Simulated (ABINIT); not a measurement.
## Ce: optical-spectrum calculation (part 3 of 3)

Continued. System: Ce (Fm-3m, 1 atom in the cell). Method: Kohn-Sham DFT of a periodic cell, PBE, PseudoDojo NC SR PBE v0.4 lanthanides 3+ (4f in core; v0.4.1 standard for the other elements), spin-polarised (ABINIT 10.8.3); cutoff 653.07 eV, 10×10×10 k-mesh, Gaussian smearing of 0.2 eV, collinear spins. The structure derives from an entry of the Crystallography Open Database. The geometry was changed: volume scaled by 0.92.

Geometry of the input (Å; fractional positions):
```
0.0000  2.5099  2.5099
2.5099  0.0000  2.5099
2.5099  2.5099  0.0000
Ce 0.0000  0.0000  0.0000
```

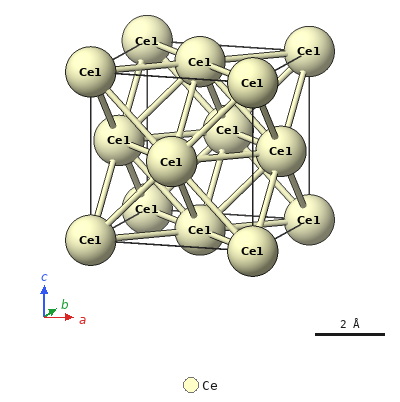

*The structure (ball-and-stick view of the cell 4 times as large as that of the calculation, set on its symmetry axes, seen slightly off an axis; atoms are numbered from 1 in the order of the input). An atom can appear more than once, as a periodic image.*

### Output, continued
```
 Real(R)+Recip(G) space primitive vectors, cartesian coordinates (Bohr,Bohr^-1):
 R(1)=  0.0000000  4.7429532  4.7429532  G(1)= -0.1054196  0.1054196  0.1054196
 R(2)=  4.7429532  0.0000000  4.7429532  G(2)=  0.1054196 -0.1054196  0.1054196
 R(3)=  4.7429532  4.7429532  0.0000000  G(3)=  0.1054196  0.1054196 -0.1054196
 Unit cell volume ucvol=  2.1339120E+02 bohr^3
 Angles (23,13,12)=  6.00000000E+01  6.00000000E+01  6.00000000E+01 degrees

 getcut: wavevector=  0.0000  0.0000  0.0000  ngfft=  30  30  30
         ecut(hartree)=     24.000   => boxcut(ratio)=   2.03034

--- Pseudopotential description ------------------------------------------------
- pspini: atom type   1  psp file is ./Ce.upf
  58.00000  11.00000  180302                  znucl, zion, pspdat
12 -101130 3 -1 1804                          pspcod,pspxc,lmax,lloc,mmax
     nproj     2     2     2     1

   4.05450979E+02                                ecore*ucvol(ha*bohr**3)
--------------------------------------------------------------------------------

================================================================================

--- !BeginCycle
iteration_state: {dtset: 1, }
solver: {iscf: 7, nstep: 80, nline: 4, wfoptalg: 0, }
tolerances: {tolvrs: 1.00E-12, }
...

     iter   Etot(hartree)      deltaE(h)  residm     vres2   difmagsph maxmagsph
 ETOT  1  -35.718097872236    -3.572E+01 4.925E-02 8.684E+00 7.787E-02 7.787E-02
 ETOT  2  -35.729101068549    -1.100E-02 3.229E-03 2.894E-01 4.446E-02 3.341E-02
 ETOT  3  -35.729218414427    -1.173E-04 1.172E-03 5.234E-02 1.866E-02 1.474E-02
 ETOT  4  -35.729251364249    -3.295E-05 5.161E-04 1.029E-02 1.368E-02 1.066E-03
 ETOT  5  -35.729253533967    -2.170E-06 2.109E-04 4.824E-04 1.449E-03 3.830E-04
 ETOT  6  -35.729253600053    -6.609E-08 1.407E-04 2.209E-05 3.870E-04 3.993E-06
 ETOT  7  -35.729253603545    -3.492E-09 4.727E-05 3.380E-06 6.387E-06 2.394E-06
 ETOT  8  -35.729253604218    -6.734E-10 4.437E-05 2.205E-07 2.700E-06 3.069E-07
 ETOT  9  -35.729253604265    -4.680E-11 3.017E-05 1.702E-09 9.221E-07 6.152E-07
 ETOT 10  -35.729253604265     7.105E-15 2.197E-05 2.225E-11 5.469E-07 6.829E-08
 ETOT 11  -35.729253604265     9.948E-14 1.876E-05 8.027E-13 5.397E-08 1.432E-08

 At SCF step   11       vres2   =  8.03E-13 < tolvrs=  1.00E-12 =>converged.

 Cartesian components of stress tensor (hartree/bohr^3)
  sigma(1 1)= -2.42099363E-04  sigma(3 2)=  0.00000000E+00
  sigma(2 2)= -2.42099363E-04  sigma(3 1)=  0.00000000E+00
  sigma(3 3)= -2.42099363E-04  sigma(2 1)=  0.00000000E+00

--- !ResultsGS
iteration_state: {dtset: 1, }
comment   : Summary of ground state results
lattice_vectors:
- [  0.0000000,   4.7429532,   4.7429532, ]
- [  4.7429532,   0.0000000,   4.7429532, ]
- [  4.7429532,   4.7429532,   0.0000000, ]
lattice_lengths: [   6.70755,    6.70755,    6.70755, ]
lattice_angles: [ 60.000,  60.000,  60.000, ] # degrees, (23, 13, 12)
lattice_volume:   2.1339120E+02
convergence: {deltae:  9.948E-14, res2:  8.027E-13, residm:  1.876E-05, diffor: null, }
etotal    :  -3.57292536E+01
entropy   :   0.00000000E+00
fermie    :   3.06074544E-01
cartesian_stress_tensor: # hartree/bohr^3
- [ -2.42099363E-04,   0.00000000E+00,   0.00000000E+00, ]
- [  0.00000000E+00,  -2.42099363E-04,   0.00000000E+00, ]
- [  0.00000000E+00,   0.00000000E+00,  -2.42099363E-04, ]
pressure_GPa:   7.1228E+00
xred      :
- [  0.0000E+00,   0.0000E+00,   0.0000E+00, Ce]
cartesian_forces: # hartree/bohr
- [ -0.00000000E+00,  -0.00000000E+00,  -0.00000000E+00, ]
force_length_stats: {min:   0.00000000E+00, max:   0.00000000E+00, mean:   0.00000000E+00, }
...

 Integrated electronic and magnetization densities in atomic spheres:
 ------------------------------------------------------------------------------------------------------------
 Radius=ratsph(iatom), smearing ratsm=  0.0000. Diff(up-dn)=approximate z local magnetic moment.
    Atom    Radius    up_density   dn_density  Total(up+dn)  Diff(up-dn)
    1 Ce   2.00000     3.125635     3.125635      6.251270    -0.000000
 ------------------------------------------------------------------------------------------------------------
  Sum:                 3.125635     3.125635      6.251270    -0.000000
 Total magnetization (from the atomic spheres):               -0.000000
 Total magnetization (exact up - dn):                          0.000000

================================================================================

 ----iterations are completed or convergence reached----

 Mean square residual over all n,k,spin=   21.471E-09; max=  18.756E-06
 reduced coordinates (array xred) for    1 atoms
       0.000000000000      0.000000000000      0.000000000000
 rms dE/dt=  0.0000E+00; max dE/dt=  0.0000E+00; dE/dt below (all hartree)
    1       0.000000000000      0.000000000000      0.000000000000

 cartesian coordinates (angstrom) at end:
    1      0.00000000000000     0.00000000000000     0.00000000000000

 cartesian forces (hartree/bohr) at end:
    1     -0.00000000000000    -0.00000000000000    -0.00000000000000
 frms,max,avg= 0.0000000E+00 0.0000000E+00   0.000E+00  0.000E+00  0.000E+00 h/b

 cartesian forces (eV/Angstrom) at end:
    1     -0.00000000000000    -0.00000000000000    -0.00000000000000
 frms,max,avg= 0.0000000E+00 0.0000000E+00   0.000E+00  0.000E+00  0.000E+00 e/A
 length scales=  6.707548689693  6.707548689693  6.707548689693 bohr
              =  3.549481905200  3.549481905200  3.549481905200 angstroms
 Fermi (or HOMO) energy (hartree) =   0.30607   Average Vxc (hartree)=  -0.38422
 Magnetization (Bohr magneton)=  2.59614739E-08
 Total spin up =  5.50000001E+00   Total spin down =  5.49999999E+00
 Eigenvalues (hartree) for nkpt= 110  k points, SPIN UP:
 kpt#   1, nband= 13, wtk=  0.00600, kpt= -0.0500 -0.1000  0.0000 (reduced coord)
  -0.96908   -0.30852   -0.30397   -0.30353    0.18914    0.34629    0.36487    0.36532
   0.44582    0.46300    0.64535    0.73164    0.77562
      occupation numbers for kpt#   1
   1.00000    1.00000    1.00000    1.00000    1.00000    0.00000    0.00000    0.00000
   0.00000    0.00000    0.00000    0.00000    0.00000
 prteigrs : prtvol=0 or 1, do not print more k-points.

 Eigenvalues (hartree) for nkpt= 110  k points, SPIN DOWN:
 kpt#   1, nband= 13, wtk=  0.00600, kpt= -0.0500 -0.1000  0.0000 (reduced coord)
  -0.96908   -0.30852   -0.30397   -0.30353    0.18914    0.34629    0.36487    0.36532
   0.44582    0.46300    0.64535    0.73164    0.77562
      occupation numbers for kpt#   1
   1.00000    1.00000    1.00000    1.00000    1.00000    0.00000    0.00000    0.00000
   0.00000    0.00000    0.00000    0.00000    0.00000
 prteigrs : prtvol=0 or 1, do not print more k-points.

--- !EnergyTerms
iteration_state     : {dtset: 1, }
comment             : Components of total free energy in Hartree
kinetic             :  8.46225991887118E+00
hartree             :  3.39795130044144E+00
xc                  : -8.17456867539065E+00
Ewald energy        : -2.92417135389581E+01
psp_core            :  1.90003608590233E+00
local_psp           : -1.44788339232932E+01
non_local_psp       :  2.40667135281512E+00
internal            : -3.57281974796119E+01
'-kT*entropy'       : -1.05612465314339E-03
total_energy        : -3.57292536042651E+01
total_energy_eV     : -9.72242520106265E+02
band_energy         : -3.11499518989759E+00
...

 Cartesian components of stress tensor (hartree/bohr^3)
  sigma(1 1)= -2.42099363E-04  sigma(3 2)=  0.00000000E+00
  sigma(2 2)= -2.42099363E-04  sigma(3 1)=  0.00000000E+00
  sigma(3 3)= -2.42099363E-04  sigma(2 1)=  0.00000000E+00

-Cartesian components of stress tensor (GPa)         [Pressure=  7.1228E+00 GPa]
- sigma(1 1)= -7.12280916E+00  sigma(3 2)=  0.00000000E+00
- sigma(2 2)= -7.12280916E+00  sigma(3 1)=  0.00000000E+00
- sigma(3 3)= -7.12280916E+00  sigma(2 1)=  0.00000000E+00

================================================================================
== DATASET  2 ==================================================================

--- !DatasetInfo
iteration_state: {dtset: 2, }
dimensions: {natom: 1, nkpt: 110, mband: 16, nsppol: 2, nspinor: 1, nspden: 2, mpw: 1239, }
cutoff_energies: {ecut:  24.0, pawecutdg:  -1.0, }
electrons: {nelect:   1.10000000E+01, charge:   0.00000000E+00, occopt:   7.00000000E+00, tsmear:   7.34986000E-03, }
meta: {optdriver: 0, ionmov: 0, optcell: 0, iscf: -3, paral_kgb: 0, }
...

 mkfilename : getden/=0, take file _DEN from output of DATASET   1.

 Exchange-correlation functional for the present dataset will be:
  GGA: Perdew-Burke-Ernzerhof functional - ixc=11
  J.P.Perdew, K.Burke, M.Ernzerhof, PRL 77, 3865 (1996)

 Real(R)+Recip(G) space primitive vectors, cartesian coordinates (Bohr,Bohr^-1):
 R(1)=  0.0000000  4.7429532  4.7429532  G(1)= -0.1054196  0.1054196  0.1054196
 R(2)=  4.7429532  0.0000000  4.7429532  G(2)=  0.1054196 -0.1054196  0.1054196
 R(3)=  4.7429532  4.7429532  0.0000000  G(3)=  0.1054196  0.1054196 -0.1054196
 Unit cell volume ucvol=  2.1339120E+02 bohr^3
 Angles (23,13,12)=  6.00000000E+01  6.00000000E+01  6.00000000E+01 degrees

 getcut: wavevector=  0.0000  0.0000  0.0000  ngfft=  30  30  30
         ecut(hartree)=     24.000   => boxcut(ratio)=   2.03034
--------------------------------------------------------------------------------

================================================================================

--- !BeginCycle
iteration_state: {dtset: 2, }
solver: {iscf: -3, nstep: 120, nline: 4, wfoptalg: 0, }
tolerances: {tolwfr: 1.00E-12, }
...

     iter   Etot(hartree)      deltaE(h)  residm     vres2   difmagsph maxmagsph

 SPIN UP channel
 Non-SCF case, kpt    1 ( -0.05000 -0.10000  0.00000), residuals and eigenvalues=
  7.07E-14  8.14E-13  4.14E-13  6.44E-13  7.94E-13  1.21E-13  8.22E-13  1.60E-13
  2.50E-13  1.88E-13  9.69E-14  2.52E-13  8.94E-13  1.10E-12  2.19E-10  4.90E-05
 -9.6908E-01 -3.0852E-01 -3.0397E-01 -3.0353E-01  1.8914E-01  3.4629E-01
  3.6487E-01  3.6532E-01  4.4582E-01  4.6300E-01  6.4535E-01  7.3164E-01
  7.7562E-01  7.8273E-01  8.9394E-01  1.1602E+00
 prteigrs : prtvol=0 or 1, do not print more k-points.

 SPIN DOWN channel
 Non-SCF case, kpt    1 ( -0.05000 -0.10000  0.00000), residuals and eigenvalues=
  7.07E-14  8.14E-13  4.14E-13  6.44E-13  7.94E-13  1.21E-13  8.22E-13  1.60E-13
  2.50E-13  1.88E-13  9.69E-14  2.52E-13  8.94E-13  1.10E-12  2.19E-10  4.90E-05
 -9.6908E-01 -3.0852E-01 -3.0397E-01 -3.0353E-01  1.8914E-01  3.4629E-01
  3.6487E-01  3.6532E-01  4.4582E-01  4.6300E-01  6.4535E-01  7.3164E-01
  7.7562E-01  7.8273E-01  8.9394E-01  1.1602E+00
 prteigrs : prtvol=0 or 1, do not print more k-points.

--- !ResultsGS
iteration_state: {dtset: 2, }
comment   : Summary of ground state results
lattice_vectors:
- [  0.0000000,   4.7429532,   4.7429532, ]
- [  4.7429532,   0.0000000,   4.7429532, ]
- [  4.7429532,   4.7429532,   0.0000000, ]
lattice_lengths: [   6.70755,    6.70755,    6.70755, ]
lattice_angles: [ 60.000,  60.000,  60.000, ] # degrees, (23, 13, 12)
lattice_volume:   2.1339120E+02
convergence: {deltae:  0.000E+00, res2:  0.000E+00, residm:  9.969E-13, diffor:  0.000E+00, }
etotal    :  -3.57292536E+01
entropy   :   0.00000000E+00
fermie    :   3.06074544E-01
cartesian_stress_tensor: null
pressure_GPa: null
xred      :
- [  0.0000E+00,   0.0000E+00,   0.0000E+00, Ce]
cartesian_forces: null
force_length_stats: {min: null, max: null, mean: null, }
...

 Integrated electronic and magnetization densities in atomic spheres:
 ------------------------------------------------------------------------------------------------------------
 Radius=ratsph(iatom), smearing ratsm=  0.0000. Diff(up-dn)=approximate z local magnetic moment.
    Atom    Radius    up_density   dn_density  Total(up+dn)  Diff(up-dn)
    1 Ce   2.00000     3.125635     3.125635      6.251270     0.000000
 ------------------------------------------------------------------------------------------------------------
  Sum:                 3.125635     3.125635      6.251270     0.000000
 Total magnetization (from the atomic spheres):                0.000000
 Total magnetization (exact up - dn):                          0.000000

================================================================================

 ----iterations are completed or convergence reached----

 Mean square residual over all n,k,spin=   37.399E-14; max=  99.687E-14
 reduced coordinates (array xred) for    1 atoms
       0.000000000000      0.000000000000      0.000000000000

 cartesian coordinates (angstrom) at end:
    1      0.00000000000000     0.00000000000000     0.00000000000000
 length scales=  6.707548689693  6.707548689693  6.707548689693 bohr
              =  3.549481905200  3.549481905200  3.549481905200 angstroms
 Eigenvalues (hartree) for nkpt= 110  k points, SPIN UP:
 kpt#   1, nband= 16, wtk=  0.00600, kpt= -0.0500 -0.1000  0.0000 (reduced coord)
  -0.96908   -0.30852   -0.30397   -0.30353    0.18914    0.34629    0.36487    0.36532
   0.44582    0.46300    0.64535    0.73164    0.77562    0.78273    0.89394    1.16015
      occupation numbers for kpt#   1
   1.00000    1.00000    1.00000    1.00000    1.00000    0.00000    0.00000    0.00000
   0.00000    0.00000    0.00000    0.00000    0.00000    0.00000    0.00000    0.00000
 prteigrs : prtvol=0 or 1, do not print more k-points.

 Eigenvalues (hartree) for nkpt= 110  k points, SPIN DOWN:
 kpt#   1, nband= 16, wtk=  0.00600, kpt= -0.0500 -0.1000  0.0000 (reduced coord)
  -0.96908   -0.30852   -0.30397   -0.30353    0.18914    0.34629    0.36487    0.36532
   0.44582    0.46300    0.64535    0.73164    0.77562    0.78273    0.89394    1.16015
      occupation numbers for kpt#   1
   1.00000    1.00000    1.00000    1.00000    1.00000    0.00000    0.00000    0.00000
   0.00000    0.00000    0.00000    0.00000    0.00000    0.00000    0.00000    0.00000
 prteigrs : prtvol=0 or 1, do not print more k-points.

--- !EnergyTerms
iteration_state     : {dtset: 2, }
comment             : Components of total free energy in Hartree
kinetic             :  8.46225993868710E+00
hartree             :  3.39795130044144E+00
xc                  : -8.17456867539065E+00
Ewald energy        : -2.92417135389581E+01
psp_core            :  1.90003608590233E+00
local_psp           : -1.44788339232932E+01
non_local_psp       :  2.40667135567521E+00
internal            : -3.57281974569359E+01
'-kT*entropy'       : -1.05612465046039E-03
total_energy        : -3.57292535815864E+01
...

--- !EnergyTermsDC
iteration_state     : {dtset: 2, }
comment             : '"Double-counting" decomposition of free energy'
band_energy         : -3.11499518646774E+00
Ewald energy        : -2.92417135389581E+01
psp_core            :  1.90003608590233E+00
xc_dc               : -5.27152484009028E+00
internal            : -3.57281974796138E+01
'-kT*entropy'       : -1.05612465046039E-03
total_energy_dc     : -3.57292536042643E+01
...

================================================================================
== DATASET  3 ==================================================================

--- !DatasetInfo
iteration_state: {dtset: 3, }
dimensions: {natom: 1, nkpt: 110, mband: 12, nsppol: 2, nspinor: 1, nspden: 2, mpw: 1239, }
cutoff_energies: {ecut:  24.0, pawecutdg:  -1.0, }
electrons: {nelect:   1.10000000E+01, charge:   0.00000000E+00, occopt:   7.00000000E+00, tsmear:   7.34986000E-03, }
meta: {optdriver: 8, wfk_task: 7, }
...

 mkfilename : getwfk/=0, take file _WFK from output of DATASET   2.

 Exchange-correlation functional for the present dataset will be:
  GGA: Perdew-Burke-Ernzerhof functional - ixc=11
  J.P.Perdew, K.Burke, M.Ernzerhof, PRL 77, 3865 (1996)

--------------------------------------------------------------------------------

 Computation of velocity matrix elements (DDK)

 Parameters extracted from the Abinit header:
    ecut:     24.0
    nkpt:    4000
    mband:   16
    nsppol:  2
    nspinor: 1
    useylm:  0
    inclvkb: 2
    bmin: 1, bmax: 16
    Computing diagonal and off-diagonal matrix elements
    Between band index bmin: 1, bmax: 16

== END DATASET(S) ==============================================================
================================================================================

 -outvars: echo values of variables after computation  --------
            acell      6.7075486897E+00  6.7075486897E+00  6.7075486897E+00 Bohr
           etotal1    -3.5729253604E+01
           etotal2    -3.5729253604E+01
           etotal3     0.0000000000E+00
            fcart1    -0.0000000000E+00 -0.0000000000E+00 -0.0000000000E+00
            fcart3     0.0000000000E+00  0.0000000000E+00  0.0000000000E+00
            rprim      0.0000000000E+00  7.0710678120E-01  7.0710678120E-01
                       7.0710678120E-01  0.0000000000E+00  7.0710678120E-01
                       7.0710678120E-01  7.0710678120E-01  0.0000000000E+00
           strten1    -2.4209936260E-04 -2.4209936260E-04 -2.4209936260E-04
                       0.0000000000E+00  0.0000000000E+00  0.0000000000E+00
           strten3     0.0000000000E+00  0.0000000000E+00  0.0000000000E+00
                       0.0000000000E+00  0.0000000000E+00  0.0000000000E+00
 Calculation completed.
```

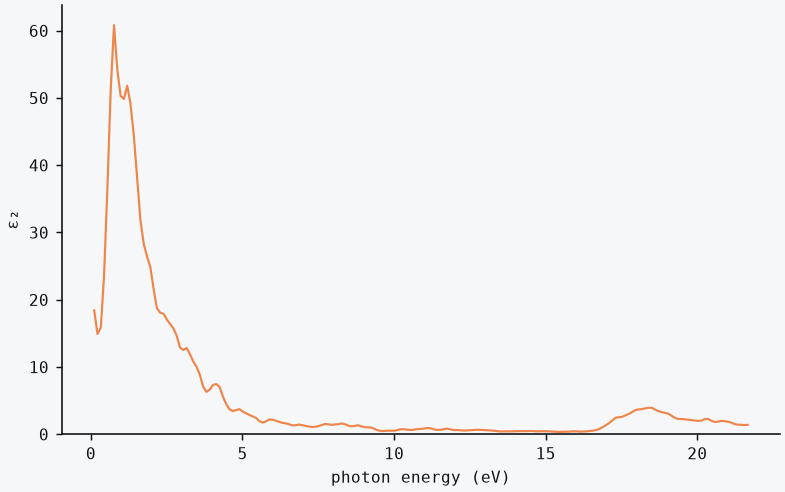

*Imaginary part of the dielectric function (first component that the program prints).*

The highest peak, 60.8, lies at 0.76 eV.

### Key numbers

```tsv
quantity	value
outcome	converged
space group (tolerance 0.01 Å)	Fm-3m (225)
electrons treated	11
free energy	−972.2425 eV
Fermi energy	8.329 eV
net moment of the cell	0.00 μB
pressure	7.12 GPa
largest force (length of the vector)	under 0.001 eV/Å
wall time	5 min
peak memory	2.7 GiB
```

Points of doubt noted for this run: no intraband term. The cell is under a pressure of 7.1 GPa at this level, so it is not at its equilibrium volume.
